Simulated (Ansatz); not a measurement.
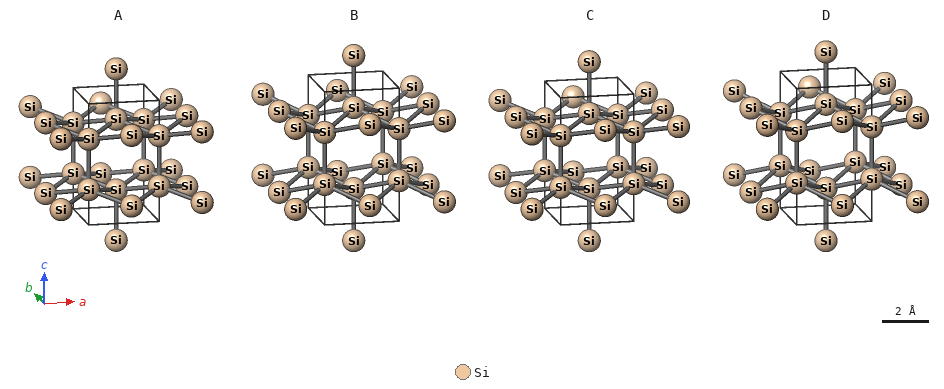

4 geometries from one relaxation of a crystal of Si (a generated structure, set up in I4/mmm) (coarse preliminary run), in shuffled order. Style: ball-and-stick. Shown: the conventional cell (2 times the calculation's cell), slightly off an axis. Lengths and directions refer to the drawn axes.

Computed with Ansatz 0.2.0, DFT PBE, scalar-relativistic, plane waves, PAW. Settings: plane-wave cutoff 420 eV; k-point mesh 8 × 8 × 8; occupations gaussian; smearing width 0.1 eV; no spin polarisation; cell and atoms relaxed; force threshold 0.04 eV/Å; at most 70 steps.

Put them in the order of the run, from the start to the converged end.

A, C, B, D. They are steps 0, 1, 2, 6, at +371 meV per atom, +98.3 meV per atom, +14.4 meV per atom relative to the last. The energy falls by 371 meV per atom in 5 accepted moves (6 points after the start). Largest force component: 0.44 eV/Å at the start, 0.00058 eV/Å at the end. Pressure: 36.27 GPa at the start and 0.20 GPa at the end. At 1 point the geometry stayed and the basis and grid were re-selected for the new cell (energy shift of 3.1 meV per atom at most each time). The largest moves relative to the cell, 0.099 Å, are those of Si atoms. Cell: a = b 3.173 → 3.378 Å (+6.5 %), c 5.465 → 6.156 Å (+12.6 %). Volume +27.7 %. Near-neighbour distances that change, for instance: Si–Si 2.290 → 2.493 Å, Si–Si 2.275 → 2.364 Å. Bond angles that change, for instance: Si–Si–Si 156.9° → 146.7°, Si–Si–Si 101.5° → 106.6°, Si–Si–Si 87.7° → 85.3°. The space group stays I4/mmm (No. 139).
